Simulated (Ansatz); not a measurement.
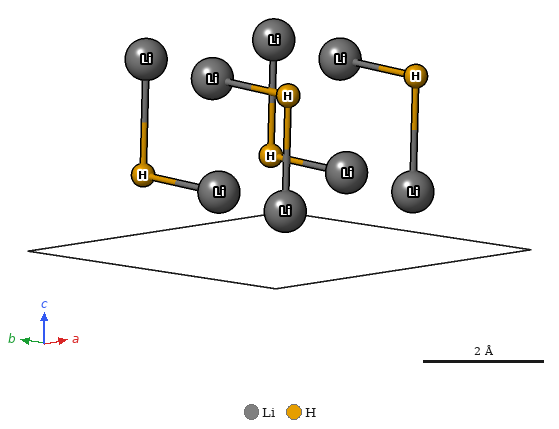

Normal modes of a free-standing layer of Li$_{2}$H (a generated structure), at the zone centre. The picture is a ball-and-stick view of the 2 × 1 repeat of the cell, outlined in the plane, without the vacuum, seen from a free direction.

These are results of DFT PBE, scalar-relativistic, plane waves, PAW (Ansatz 0.2.0), not measurements. (plane-wave cutoff 420 eV; k-point mesh 12 × 6 × 1; occupations fermi dirac; smearing width 0.15 eV; no spin polarisation)

The frequencies depend somewhat on the k-mesh and the smearing.

List the optical modes.

The calculation's cell holds 6 atoms, so there are 15 optical modes, in 15 levels. The optical modes span 2A_u + 3B_g + 4B_u + 6A_g. No level is unstable.

```tsv
level	symmetry	frequency (cm⁻¹)	activity
1	A_u	56	infrared-active
2	B_g	108	Raman-active
3	B_u	211	infrared-active
4	A_g	217	Raman-active
5	A_g	266	Raman-active
6	B_g	300	Raman-active
7	A_g	315	Raman-active
8	B_u	356	infrared-active
9	A_g	390	Raman-active
10	B_u	624	infrared-active
11	A_g	715	Raman-active
12	A_u	945	infrared-active
13	B_g	981	Raman-active
14	B_u	1038	infrared-active
15	A_g	1084	Raman-active
```

The crystal is a metal, so free carriers screen the infrared response.

The modes drawn as arrows, 6 of the levels:

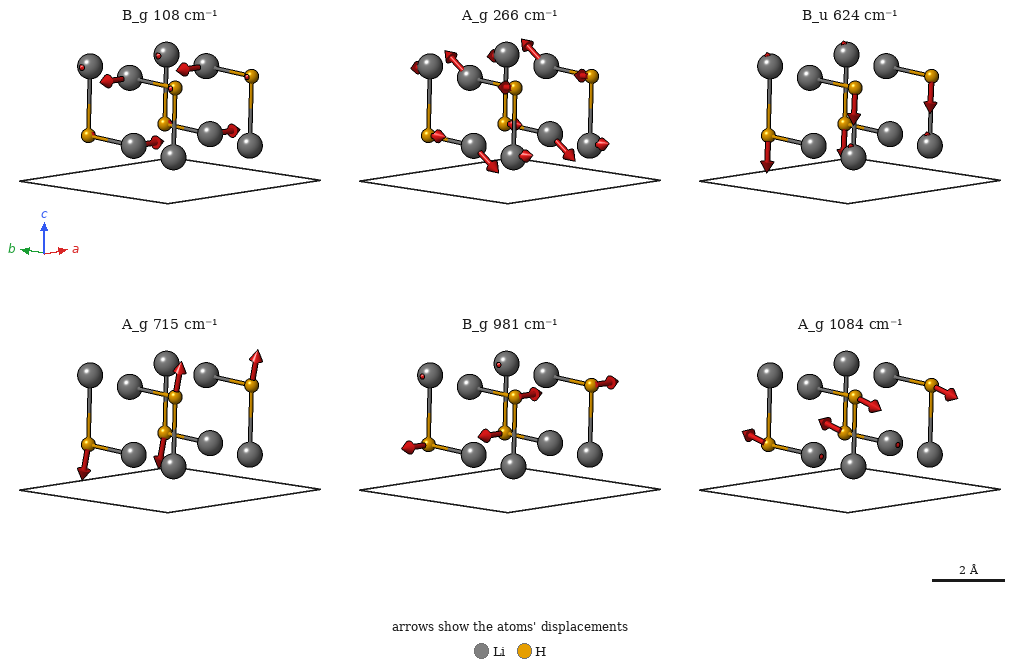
